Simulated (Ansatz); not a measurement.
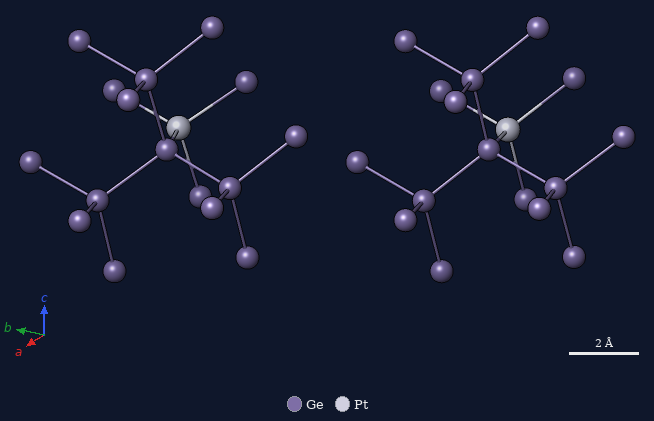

Two geometries of a defect cell of composition Ge$_{63}$Pt, drawn at one scale. One is the start of a relaxation, the other its converged end. A ball-and-stick model of the atoms within 4.2 Å of the atom that moves most (axes of the cell of the calculation (origin shifted)), seen from a free direction.

Theory: Ansatz 0.2.0, DFT, PBEsol, PAW, plane waves. Settings: plane-wave cutoff 420 eV; k-point mesh 1 × 1 × 1; mesh shifted by (0.25, 0.25, 0.25); no spin polarisation; atoms relaxed in a fixed cell; force threshold 0.03 eV/Å; at most 80 steps.

**Which of the two is the end point?**

The left one is the relaxed one. The atoms of the start lie slightly off their symmetric places, so part of the fall in energy undoes that. After 3 geometry steps the energy has fallen by 0.669 eV per cell of the calculation. Largest force component: 1.3 eV/Å at the start, 0.018 eV/Å at the end. The largest move is that of a Ge atom, 0.17 Å roughly along −b. By element the largest moves are Ge 0.17 Å, Pt 0.09 Å. The cell stays as it was. Some distances before and after: Ge–Ge 2.418 → 2.507 Å, Ge–Pt 2.477 → 2.391 Å, Ge–Pt 2.454 → 2.377 Å, Ge–Pt 2.442 → 2.389 Å. Bond angles that change, for instance: Ge–Ge–Pt 108.6° → 116.7°, Ge–Pt–Ge 107.8° → 113.3°, Ge–Pt–Ge 109.8° → 104.9°.
